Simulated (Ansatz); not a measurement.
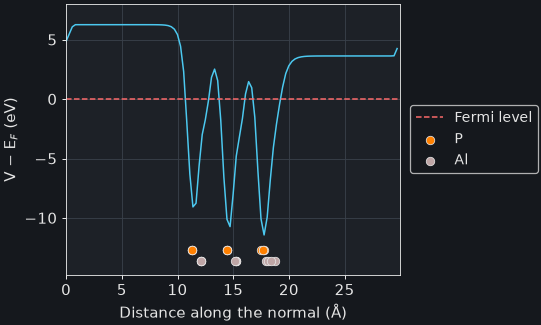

Plane-averaged electrostatic potential energy of an electron across the slab; circles at the bottom mark the heights of the atoms.

System: a (111) slab cut from AlP (F-43m), ended by Al above and P below, 24 atoms in the cell, the slab at its places in the relaxed adsorbed structure.

```yaml
crystal:
  lattice:
    - [7.71026, 0.00000, 0.00000]
    - [-3.85513, 6.67728, 0.00000]
    - [0.00000, 0.00000, 29.99002]
  atoms:
    - { symbol: P, position: [0.50000, 0.00000, 0.26676] }
    - { symbol: P, position: [0.50000, 0.50000, 0.26676] }
    - { symbol: P, position: [0.00000, 0.00000, 0.26676] }
    - { symbol: P, position: [0.00000, 0.50000, 0.26676] }
    - { symbol: Al, position: [0.16667, 0.83333, 0.29299] }
    - { symbol: Al, position: [0.16667, 0.33333, 0.29299] }
    - { symbol: Al, position: [0.66667, 0.83333, 0.29299] }
    - { symbol: Al, position: [0.66667, 0.33333, 0.29299] }
    - { symbol: P, position: [0.66667, 0.83333, 0.37171] }
    - { symbol: P, position: [0.66667, 0.33333, 0.37171] }
    - { symbol: P, position: [0.16667, 0.83333, 0.37171] }
    - { symbol: P, position: [0.16667, 0.33333, 0.37171] }
    - { symbol: Al, position: [0.33227, 0.66698, 0.39641] }
    - { symbol: Al, position: [0.33273, 0.16586, 0.39617] }
    - { symbol: Al, position: [0.83585, 0.66757, 0.39826] }
    - { symbol: Al, position: [0.83290, 0.16637, 0.39299] }
    - { symbol: P, position: [0.85573, 0.67449, 0.48236] }
    - { symbol: P, position: [0.83853, 0.17913, 0.47111] }
    - { symbol: P, position: [0.32326, 0.66433, 0.47855] }
    - { symbol: P, position: [0.32974, 0.16678, 0.47883] }
    - { symbol: Al, position: [0.51312, 0.51151, 0.48580] }
    - { symbol: Al, position: [0.51062, 0.00434, 0.49356] }
    - { symbol: Al, position: [0.99910, 0.48268, 0.51356] }
    - { symbol: Al, position: [0.99217, 0.01472, 0.50281] }
```

Method: DFT PBE+D3(BJ), scalar-relativistic, plane waves, PAW, no spin polarisation, 3×3×1 k mesh, 420 eV cutoff (Ansatz).

> What is the work function?

The work function is 3.63 eV at the right face and 6.26 eV at the left.

> How thick are slab and vacuum?

The outermost atoms are 7.4 Å apart, which leaves 22.6 Å of vacuum in a cell 30.0 Å high.

The atoms aren't at rest in this cell (largest force 1.0 eV/Å), so the relaxed material can differ.
